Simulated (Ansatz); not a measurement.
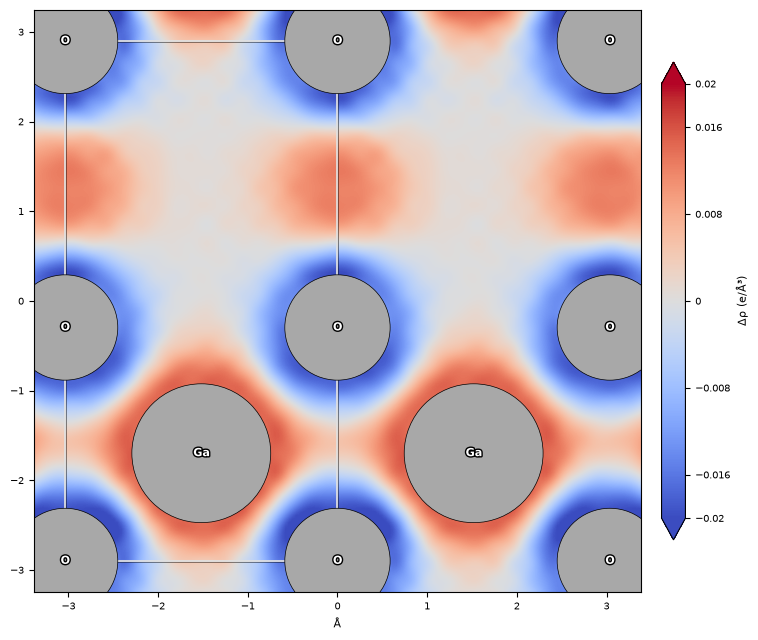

Ga$_{2}$O$_{3}$. Difference of the valence pseudo-densities of two functionals at the same geometry, on the (010) plane of the calculation cell: one of PBE and r2SCAN less the other.

Both computed with Ansatz (plane waves, PAW), on the same k-point mesh. Grey discs cover the atomic cores.

### Which was subtracted from which, and what does the map show?

It is PBE less r2SCAN. Against r2SCAN, PBE gives more density around Ga (+0.011 e/Å³ on average at 1.0 Å from the nucleus) and less density around O (−0.013 e/Å³ on average at 0.7 Å from the nucleus).
